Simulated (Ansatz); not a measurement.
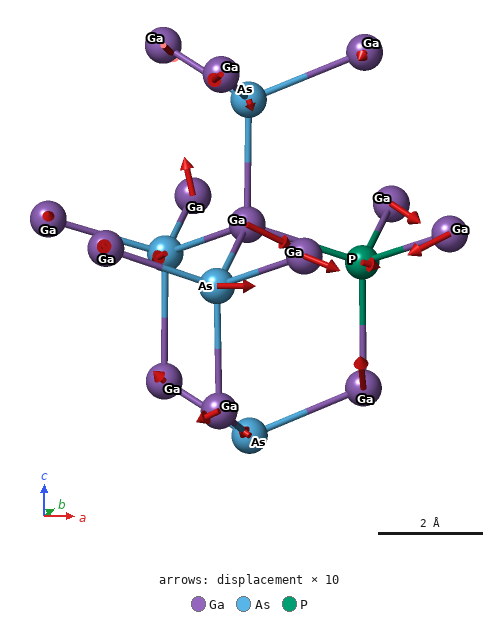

A relaxation of crystalline Ga48As42P6 (a generated structure, set up in P1). The starting structure is drawn; red arrows show the displacements, magnified 10 times.

The picture is a ball-and-stick view of the atoms within 4.2 Å of the atom that moves most (axes of the cell of the calculation), seen slightly off an axis.

All numbers below come from DFT, PBEsol, PAW, plane waves in Ansatz 0.2.0. Set-up: plane-wave cutoff 420 eV; k-point mesh 1 × 1 × 1; mesh shifted by (0.25, 0.25, 0.25); no spin polarisation; cell relaxed at fixed alpha, beta, gamma; force threshold 0.03 eV/Å; at most 80 steps.

What did the optimiser do to the structure, and how much energy did it gain?

The largest moves relative to the cell, 0.11 Å, are those of Ga atoms. By element the largest moves are Ga 0.11 Å, As 0.08 Å, P 0.04 Å. The volume changes by −0.1 %, with a 11.911 → 11.888 Å (−0.2 %), b 13.753 → 13.756 Å (0.0 %), c 13.080 → 13.093 Å (+0.1 %). Among the contacts that change: Ga–P 2.464 → 2.380 Å, Ga–P 2.444 → 2.376 Å, As–Ga 2.390 → 2.454 Å, As–Ga 2.497 → 2.447 Å. Bond angles that change, for instance: Ga–As–Ga 108.0° → 111.3°, Ga–As–Ga 111.1° → 108.1°, As–Ga–As 111.7° → 108.8°. The space group stays P1 (No. 1). Over 3 accepted moves (4 points after the start) the energy falls by 1.140 eV per cell of the calculation. Largest force component: 0.88 eV/Å at the start, 0.02 eV/Å at the end. Pressure: 0.11 GPa at the start and −0.01 GPa at the end. The SCF was repeated once at an unchanged geometry on a basis and grid sized afresh for the cell, which shifted the energy by 0.2 meV per cell of the calculation at most. The run took 16 s on 1 × NVIDIA GB300 Max-Q with 8 threads of Arm Neoverse-V2, peak memory 2.7 GiB.
